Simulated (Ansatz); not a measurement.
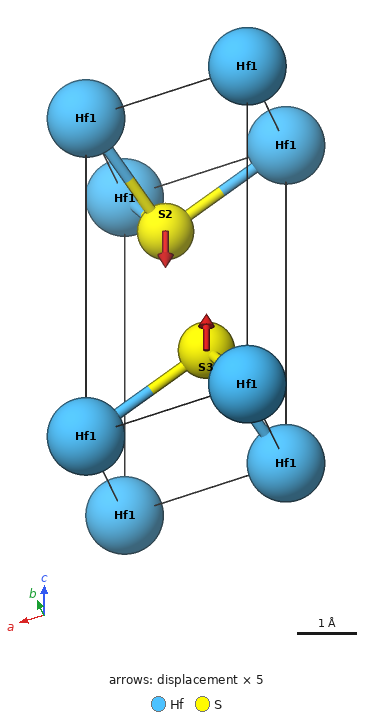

Crystalline HfS$_{2}$ (built on the database structure type). The red arrows show how the atoms are displaced (without the part that the change of the cell carries along), magnified 5 times. Besides, all lengths are scaled by −5.2 % (volume −14.9 %). Style: ball-and-stick. Shown: the cell of the calculation, from a free direction.

The calculation used DFT, HSE06, plane waves, PAW in Ansatz 0.2.0. (plane-wave cutoff 420 eV; k-point mesh 6 × 6 × 4; occupations fixed; no spin polarisation)

Describe the displacements and the computed response.

The S atoms are displaced by 0.14 Å relative to the cell: S3 0.14 Å along +c. No relaxation follows. Among the bonded contacts that change: Hf–S 2.542 → 2.489 Å. The space group stays P-3m1 (No. 164). Energy change: +131 meV per atom. The pressure goes from 1.3 to 12.3 GPa. The principal stresses (compression positive) are 7.3 GPa along c and 14.8 GPa across it. The largest forces, 0.017 eV/Å, act on S2 and S3.
